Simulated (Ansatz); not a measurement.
Ta: geometry relaxation (part 3 of 3)

The same run, continued: Ta (slab, 27 atoms in the cell); DFT PBE+D3(BJ), scalar-relativistic, plane waves, PAW, no spin polarisation (Ansatz 0.2.0); cutoff 420 eV, 3×3×1 k-mesh, Gaussian smearing of 0.1 eV. The structure derives from an entry of the Crystallography Open Database. The input holds or restrains some coordinates. Forces given for the steps count only the free coordinates. It belongs to a series of runs on one base structure; here: clean slab, lower planes held.

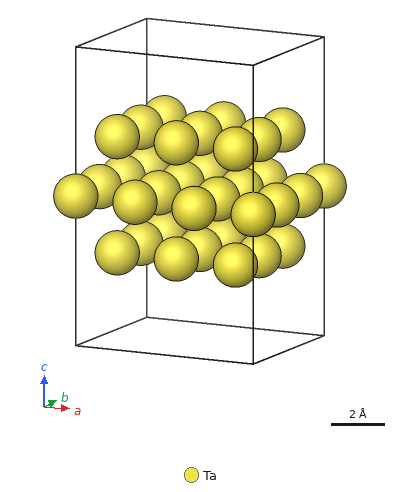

Figure 1. The geometry at step 2 of the log (spheres-only view of the cell of the calculation, with the vacuum cut short, seen slightly off an axis).

**Output, continued**
```
  k-point 3: bands = ["-63.9953", "-63.9873", "-63.9685", "-63.9685", "-63.9650", "-63.9650", "-63.9626", "-63.9556", "-63.9377", "-63.9377", "-63.9350", "-63.9350", "-63.9215", "-63.9215", "-63.9189", "-63.9189", "-63.9010", "-63.8957", "-63.6736", "-63.6566", "-63.6566", "-63.6427", "-63.6276", "-63.6276", "-63.6119", "-63.6119", "-63.5840", "-31.0124", "-30.9835", "-30.9835", "-30.9534", "-30.9406", "-30.9406", "-30.9353", "-30.8940", "-30.8940", "-30.8668", "-30.8668", "-30.8644", "-30.8568",
      "-30.8568", "-30.8369", "-30.8369", "-30.8267", "-30.8267", "-30.7506", "-30.7506", "-30.6788", "-30.6684", "-30.6402", "-30.6387", "-30.6023", "-30.5968", "-30.5968", "-30.5632", "-30.5632", "-30.5479", "-30.5289", "-30.5289", "-30.4814", "-30.4814", "-30.4721", "-30.4465", "-30.4465", "-30.4312", "-30.4312", "-30.3939", "-30.3874", "-30.3791", "-30.3514", "-30.3514", "-30.3287", "-30.3287", "-30.3141", "-30.2587", "-30.2196", "-30.2196", "-30.1851", "-30.1677", "-30.1647",
      "-30.1647", "-30.1429", "-30.1429", "-30.1399", "-30.1239", "-30.1239", "-30.0814", "-30.0814", "-30.0774", "-30.0554", "-30.0092", "-30.0092", "-29.9841", "-29.9841", "-29.9512", "-29.9502", "-29.9502", "-29.9472", "-29.9421", "-29.9380", "-29.9380", "-29.9311", "-29.8684", "-29.8684", "-29.8503", "-29.8397", "-29.8397", "-29.8175", "-3.4186", "-2.0520", "-1.7955", "-1.7955", "-1.7305", "-0.7172", "-0.5504", "-0.5149", "-0.5149", "-0.4443", "-0.3445", "-0.3445",
      "-0.1956", "-0.1956", "-0.1748", "-0.0193", "0.3557", "0.3557", "0.3744", "0.4263", "0.4442", "0.4442", "0.8094", "0.8094", "0.8828", "0.8828", "1.4679", "1.4679", "1.6270", "1.6270", "1.7239", "1.7649", "1.7649", "1.8941", "1.8941", "1.9103", "1.9103", "2.0678", "2.0678", "2.1922", "2.3030", "2.3030", "2.3481", "2.3481", "2.3703", "2.3703", "2.3883", "2.4036", "2.4282", "2.4899", "2.4899", "2.5295",
      "2.5295", "2.6245", "2.6245", "3.0374", "3.1123", "3.1123", "3.1176", "3.1176", "3.1323", "3.1768", "3.2364", "3.2364", "3.2814", "3.2814", "3.4003", "3.4545", "3.4545", "3.4815", "3.5986", "3.6219", "3.6219", "3.6394", "3.6394", "3.7369", "3.9226", "3.9233", "4.1656", "4.3327", "4.3563", "4.4010", "4.5033", "4.5033", "4.7171", "4.9200", "4.9531", "4.9531", "5.1567", "5.3196", "5.3196", "5.4196",
      "5.4196", "5.4352", "5.5158", "5.5203", "5.5245", "5.5266", "5.5266", "5.6045", "5.7672", "6.1394", "6.1394"]
--- Relaxed structure (3 steps of the walk, 2 accepted, 0 SCFs on fresh bases) ---
  F+E_penalty+E_count = -268161.89205210 eV   max|allowed force component| = 2.181e-2 eV/Å
  atoms:
    - { symbol: Ta, position: [0.16666666666666669, 0.1666666666666667, 0.3874914623999999] }
    - { symbol: Ta, position: [0.16666666666666669, 0.5, 0.3874914623999999] }
    - { symbol: Ta, position: [0.1666666666666667, 0.8333333333333334, 0.3874914623999999] }
    - { symbol: Ta, position: [0.5, 0.1666666666666667, 0.3874914623999999] }
    - { symbol: Ta, position: [0.5, 0.5, 0.3874914623999999] }
    - { symbol: Ta, position: [0.5, 0.8333333333333334, 0.3874914623999999] }
    - { symbol: Ta, position: [0.8333333333333334, 0.16666666666666669, 0.3874914623999999] }
    - { symbol: Ta, position: [0.8333333333333333, 0.5, 0.3874914623999999] }
    - { symbol: Ta, position: [0.8333333333333333, 0.8333333333333334, 0.3874914623999999] }
    - { symbol: Ta, position: [0.33333333333333337, 0.3333333333333334, 0.49783054475193345] }
    - { symbol: Ta, position: [0.33333333333333337, 0.6666666666666667, 0.49783054475193345] }
    - { symbol: Ta, position: [0.33333333333333337, -2.524354896707238e-29, 0.49783054475193345] }
    - { symbol: Ta, position: [0.6666666666666667, 0.3333333333333334, 0.49783054475193345] }
    - { symbol: Ta, position: [0.6666666666666666, 0.6666666666666667, 0.49783054475193345] }
    - { symbol: Ta, position: [0.6666666666666666, 0.0, 0.49783054475193345] }
    - { symbol: Ta, position: [1.3877787807814457e-17, 0.3333333333333334, 0.49783054475193345] }
    - { symbol: Ta, position: [2.7755575615628914e-17, 0.6666666666666667, 0.49783054475193345] }
    - { symbol: Ta, position: [2.1171324462930865e-35, -1.1701639137356383e-34, 0.49783054475193345] }
    - { symbol: Ta, position: [0.5, 0.5, 0.6079486870420422] }
    - { symbol: Ta, position: [0.5, 0.8333333333333334, 0.6079486870420422] }
    - { symbol: Ta, position: [0.5, 0.1666666666666667, 0.6079486870420422] }
    - { symbol: Ta, position: [0.8333333333333333, 0.5, 0.6079486870420422] }
    - { symbol: Ta, position: [0.8333333333333333, 0.8333333333333334, 0.6079486870420422] }
    - { symbol: Ta, position: [0.8333333333333334, 0.16666666666666669, 0.6079486870420422] }
    - { symbol: Ta, position: [0.16666666666666669, 0.5, 0.6079486870420422] }
    - { symbol: Ta, position: [0.1666666666666667, 0.8333333333333334, 0.6079486870420422] }
    - { symbol: Ta, position: [0.16666666666666669, 0.1666666666666667, 0.6079486870420422] }
```

**Trajectory as extended XYZ (Å, eV, eV/Å), 3 frames, from step=1 to step=3**
```
27
Lattice="8.5345 0.0000 0.0000 -2.8448 8.0464 0.0000 0.0000 0.0000 20.6456" Properties=species:S:1:pos:R:3:forces:R:3 step=1 energy=-268161.76980
Ta    0.9483    1.3411    8.0000    0.0000   0.0000   0.2885
Ta    0.0000    4.0232    8.0000    0.0000   0.0000   0.2885
Ta   -0.9483    6.7054    8.0000    0.0000   0.0000   0.2885
Ta    3.7931    1.3411    8.0000    0.0000   0.0000   0.2885
Ta    2.8448    4.0232    8.0000    0.0000   0.0000   0.2885
Ta    1.8966    6.7054    8.0000    0.0000   0.0000   0.2885
Ta    6.6380    1.3411    8.0000    0.0000   0.0000   0.2885
Ta    5.6897    4.0232    8.0000    0.0000   0.0000   0.2885
Ta    4.7414    6.7054    8.0000    0.0000   0.0000   0.2885
Ta    1.8966    2.6821   10.3228    0.0000   0.0000   0.0000
Ta    0.9483    5.3643   10.3228    0.0000   0.0000   0.0000
Ta    2.8448    0.0000   10.3228    0.0000   0.0000   0.0000
Ta    4.7414    2.6821   10.3228    0.0000   0.0000   0.0000
Ta    3.7931    5.3643   10.3228    0.0000   0.0000   0.0000
Ta    5.6897    0.0000   10.3228    0.0000   0.0000   0.0000
Ta   -0.9483    2.6821   10.3228    0.0000   0.0000   0.0000
Ta   -1.8966    5.3643   10.3228    0.0000   0.0000   0.0000
Ta    0.0000    0.0000   10.3228    0.0000   0.0000   0.0000
Ta    2.8448    4.0232   12.6456    0.0000   0.0000  -0.2885
Ta    1.8966    6.7054   12.6456    0.0000   0.0000  -0.2885
Ta    3.7931    1.3411   12.6456    0.0000   0.0000  -0.2885
Ta    5.6897    4.0232   12.6456    0.0000   0.0000  -0.2885
Ta    4.7414    6.7054   12.6456    0.0000   0.0000  -0.2885
Ta    6.6380    1.3411   12.6456    0.0000   0.0000  -0.2885
Ta    0.0000    4.0232   12.6456    0.0000   0.0000  -0.2885
Ta   -0.9483    6.7054   12.6456    0.0000   0.0000  -0.2885
Ta    0.9483    1.3411   12.6456    0.0000   0.0000  -0.2885
27
Lattice="8.5345 0.0000 0.0000 -2.8448 8.0464 0.0000 0.0000 0.0000 20.6456" Properties=species:S:1:pos:R:3:forces:R:3 step=2 energy=-268161.72068 accepted=F
Ta    0.9483    1.3411    8.0000    0.0000   0.0000  -0.3166
Ta    0.0000    4.0232    8.0000    0.0000   0.0000  -0.3166
Ta   -0.9483    6.7054    8.0000    0.0000   0.0000  -0.3166
Ta    3.7931    1.3411    8.0000    0.0000   0.0000  -0.3166
Ta    2.8448    4.0232    8.0000    0.0000   0.0000  -0.3166
Ta    1.8966    6.7054    8.0000    0.0000   0.0000  -0.3166
Ta    6.6380    1.3411    8.0000    0.0000   0.0000  -0.3166
Ta    5.6897    4.0232    8.0000    0.0000   0.0000  -0.3166
Ta    4.7414    6.7054    8.0000    0.0000   0.0000  -0.3166
Ta    1.8966    2.6821   10.2376    0.0000   0.0000  -0.1276
Ta    0.9483    5.3643   10.2376    0.0000   0.0000  -0.1276
Ta    2.8448    0.0000   10.2376    0.0000   0.0000  -0.1276
Ta    4.7414    2.6821   10.2376    0.0000   0.0000  -0.1276
Ta    3.7931    5.3643   10.2376    0.0000   0.0000  -0.1276
Ta    5.6897    0.0000   10.2376    0.0000   0.0000  -0.1276
Ta   -0.9483    2.6821   10.2376    0.0000   0.0000  -0.1276
Ta   -1.8966    5.3643   10.2376    0.0000   0.0000  -0.1276
Ta    0.0000    0.0000   10.2376    0.0000   0.0000  -0.1276
Ta    2.8448    4.0232   12.4509    0.0000   0.0000   0.4441
Ta    1.8966    6.7054   12.4509    0.0000   0.0000   0.4441
Ta    3.7931    1.3411   12.4509    0.0000   0.0000   0.4441
Ta    5.6897    4.0232   12.4509    0.0000   0.0000   0.4441
Ta    4.7414    6.7054   12.4509    0.0000   0.0000   0.4441
Ta    6.6380    1.3411   12.4509    0.0000   0.0000   0.4441
Ta    0.0000    4.0232   12.4509    0.0000   0.0000   0.4441
Ta   -0.9483    6.7054   12.4509    0.0000   0.0000   0.4441
Ta    0.9483    1.3411   12.4509    0.0000   0.0000   0.4441
27
Lattice="8.5345 0.0000 0.0000 -2.8448 8.0464 0.0000 0.0000 0.0000 20.6456" Properties=species:S:1:pos:R:3:forces:R:3 step=3 energy=-268161.89205
Ta    0.9483    1.3411    8.0000    0.0000   0.0000   0.0119
Ta    0.0000    4.0232    8.0000    0.0000   0.0000   0.0119
Ta   -0.9483    6.7054    8.0000    0.0000   0.0000   0.0119
Ta    3.7931    1.3411    8.0000    0.0000   0.0000   0.0119
Ta    2.8448    4.0232    8.0000    0.0000   0.0000   0.0119
Ta    1.8966    6.7054    8.0000    0.0000   0.0000   0.0119
Ta    6.6380    1.3411    8.0000    0.0000   0.0000   0.0119
Ta    5.6897    4.0232    8.0000    0.0000   0.0000   0.0119
Ta    4.7414    6.7054    8.0000    0.0000   0.0000   0.0119
Ta    1.8966    2.6821   10.2780    0.0000   0.0000  -0.0218
Ta    0.9483    5.3643   10.2780    0.0000   0.0000  -0.0218
Ta    2.8448    0.0000   10.2780    0.0000   0.0000  -0.0218
Ta    4.7414    2.6821   10.2780    0.0000   0.0000  -0.0218
Ta    3.7931    5.3643   10.2780    0.0000   0.0000  -0.0218
Ta    5.6897    0.0000   10.2780    0.0000   0.0000  -0.0218
Ta   -0.9483    2.6821   10.2780    0.0000   0.0000  -0.0218
Ta   -1.8966    5.3643   10.2780    0.0000   0.0000  -0.0218
Ta    0.0000    0.0000   10.2780    0.0000   0.0000  -0.0218
Ta    2.8448    4.0232   12.5515    0.0000   0.0000   0.0099
Ta    1.8966    6.7054   12.5515    0.0000   0.0000   0.0099
Ta    3.7931    1.3411   12.5515    0.0000   0.0000   0.0099
Ta    5.6897    4.0232   12.5515    0.0000   0.0000   0.0099
Ta    4.7414    6.7054   12.5515    0.0000   0.0000   0.0099
Ta    6.6380    1.3411   12.5515    0.0000   0.0000   0.0099
Ta    0.0000    4.0232   12.5515    0.0000   0.0000   0.0099
Ta   -0.9483    6.7054   12.5515    0.0000   0.0000   0.0099
Ta    0.9483    1.3411   12.5515    0.0000   0.0000   0.0099
```

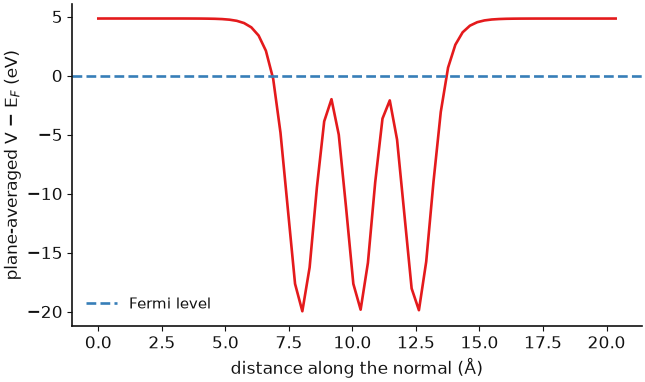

Figure 2. Plane average of the electrostatic potential energy of an electron across the cell, from the Fermi level. The vacuum level lies 4.83 eV above the Fermi level.

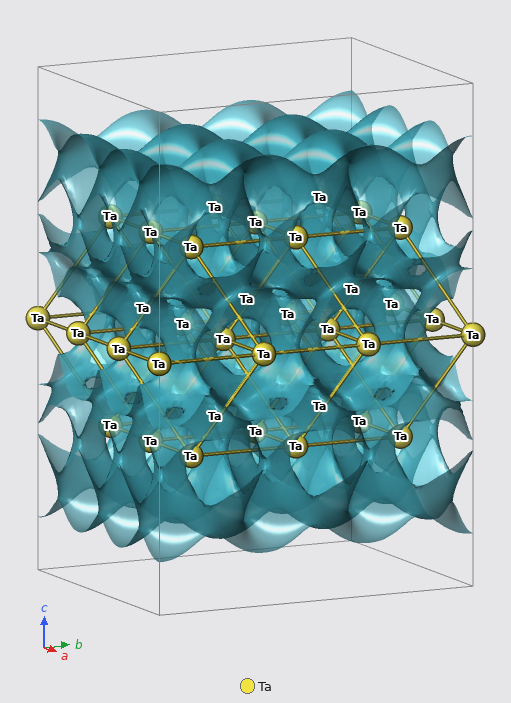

Figure 3. Isosurface of the electron localisation function at 0.4 (cyan), seen slightly off an axis. Core shells and regions of very low density are left out. Sticks mark near contacts. Profiles from the grid: Ta–Ta (2.80 Å): the ELF is about 0.30 at the midpoint (no shared electron pair). Ta–Ta (2.84 Å): the ELF is about 0.30 at the midpoint (no localised pair between them). The fields are those of the smooth PAW valence density.

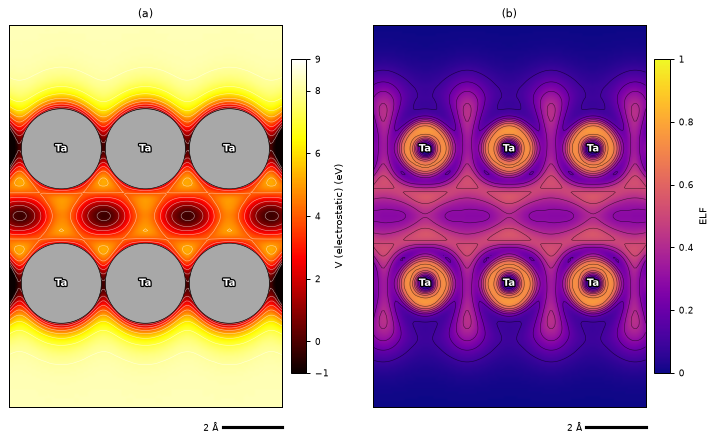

Figure 4. (a) electrostatic potential energy of an electron; (b) electron localisation function on the (100) plane of the calculation cell, a cut from vacuum to vacuum. Grey discs, where drawn, cover atomic cores. The strong features right at Ta lie inside the PAW spheres (semicore, d or f shells) and say nothing about bonding.

**Key numbers**

```tsv
quantity	value
outcome	converged under the restraints of the input
electrons treated	351
free energy	−268161.8921 eV
work function, top face	4.83 eV
work function, bottom face	4.84 eV
Fermi energy	3.438 eV
gap on the k-point mesh	none (metallic)
final volume	1417.79 Å³
work function (upper face)	4.83 eV
largest force (length of the vector) at the end, held atoms and coordinates included	0.022 eV/Å
wall time	33 s (CPU time 4.2 min)
peak memory	4.7 GiB
```

**Notes**

The program warns: the exchange-correlation potential is rough where the density is thin. Spin–orbit coupling is left out, which matters for Ta.
